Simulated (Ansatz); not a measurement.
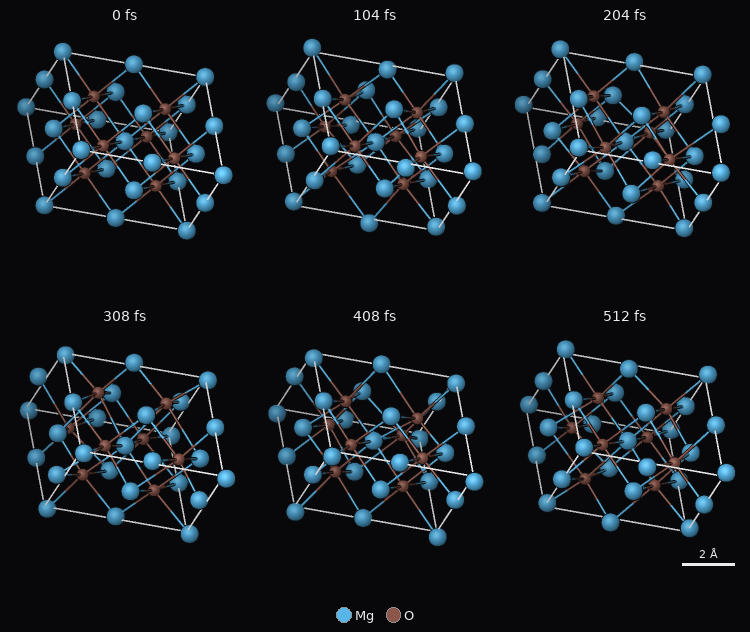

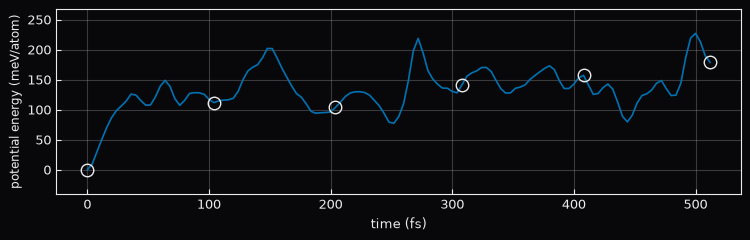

A Born-Oppenheimer molecular dynamics run of a 16-atom cell of MgO (set up in Fm-3m), 512 fs long. Frames and the history of the run. A ball-and-stick model of the reduced simulation cell, seen from a free direction. Bonds to atoms that aren't drawn are left out. Lengths and directions refer to the drawn axes.

The calculation used DFT PBE, scalar-relativistic, plane waves, PAW in Ansatz. Run with plane-wave cutoff 420 eV; k-point mesh 2 × 2 × 2; Fermi-Dirac smearing 0.103 eV; volume 1.04 times that of the relaxed crystal; Langevin thermostat (NVT); set temperature 1200 K; time step 4 fs; friction 0.05 per fs.

Question: What do the frames and curves show?

Answer: Over the second half the temperature averages 1203 K (spread ±230 K). The potential energy in the second half lies on average 148 meV per atom above the first frame. The mean pressure there is 1.1 GPa. Root-mean-square distances from the starting positions over the second half, with the common drift of all atoms taken out: O 0.20 Å, Mg 0.19 Å. That is small against the typical shortest distance between atoms in the first frame, about 2.2 Å: the atoms vibrate about their sites and the arrangement holds. The time step of 4 fs is long for the fastest vibrations here (lightest element oxygen).

The run took 2.8 min on 4 threads of Arm Neoverse V1, on a shared host, peak memory 0.55 GiB.
